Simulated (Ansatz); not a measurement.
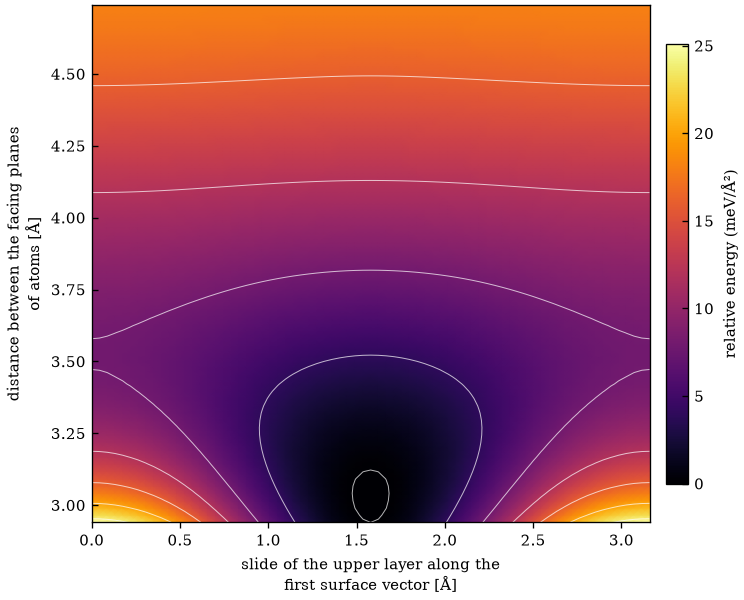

A bilayer of two WS₂ sheets (1H type) (6 atoms in the cell). The upper layer of a bilayer is slid along a line and lifted, both layers rigid. The first coordinate is: slide of the upper layer along the first surface vector, from S4 above S3; the second: distance between the facing planes of atoms. The scan uses a 6 × 6 grid; 24 points were computed and 12 follow by symmetry. Points are written as (first, second). Energies: meV/Å², counted from the lowest grid point. The calculation used DFT PBE+D3(BJ), scalar-relativistic, plane waves, PAW (Ansatz 0.2.0). Settings: cutoff 420 eV, k-mesh 9×9×1, gaussian smearing 0.05 eV, no spin polarisation.

In the figure: a smooth colour map with a few white contour lines. Between grid points the surface is interpolated.

The lowest grid point is at (1.58 Å, 2.94 Å). No other kind of well shows on this grid. The highest grid point, (0.00 Å, 2.94 Å), lies 25.1 meV/Å² above the lowest. On the interpolated surface the easiest way out of the lowest well to its copy in the next cell or period passes a barrier of about 8.1 meV/Å².

The upper layer is now turned by 180 degrees about the normal; all else is set up alike.

What will the new map look like?

Answer. The minimum (interpolated where it lies between grid points) moves from about (1.58 Å, 3.03 Å) to about (1.58 Å, 3.06 Å). The span from the lowest to the highest grid point shrinks from 25.1 to 21.7 meV/Å². The easiest pass out of the lowest well goes from about 8.1 to about 7.1 meV/Å² on the interpolated surfaces. The curvature at the minimum changes from about 0.31 to 0.25 eV/Å² along the first coordinate and by less than a tenth (about 0.44) eV/Å² along the second coordinate (per cell).

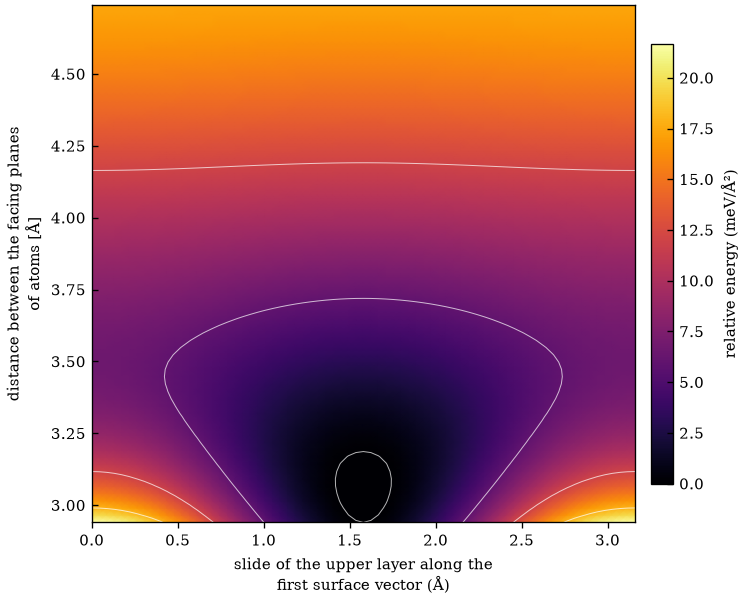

The map after the change, on a colour scale of its own. The picture shows a smooth colour map with a few white contour lines. Between grid points the surface is interpolated.

PAW datasets: the set soft_1.
